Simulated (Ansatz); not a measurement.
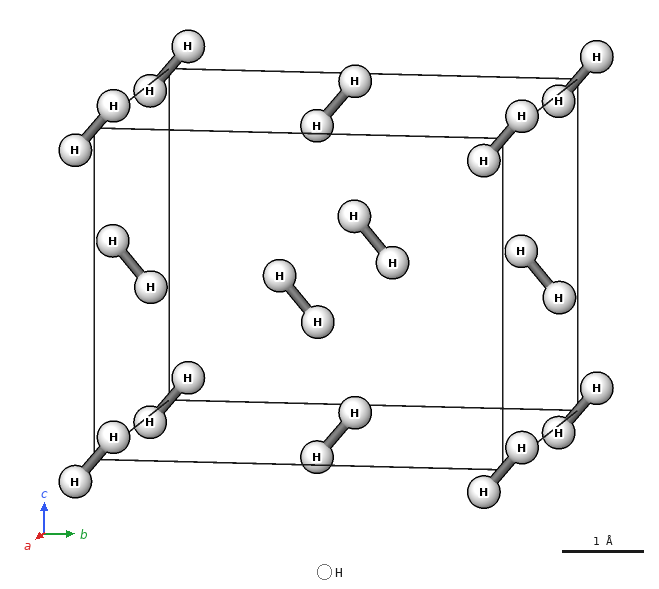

A ball-and-stick rendering, viewed slightly off an axis. Lines trace the edges of the conventional unit cell. Finite groups of bonded atoms are drawn whole.

Describe the arrangement of the atoms.

- The element is hydrogen.
- It is base-centred orthorhombic, space group Cmce (No. 64).
- The cell holds eight atoms.
- The coordination shell of H holds one H at about 0.7 Å.
- The bonds build separate H2 groups.

The initial geometry was a structure listed in the Materials Project. Earlier steps of the study may have refined or changed the cell and positions. Ansatz was used for an electronic-structure calculation on it.
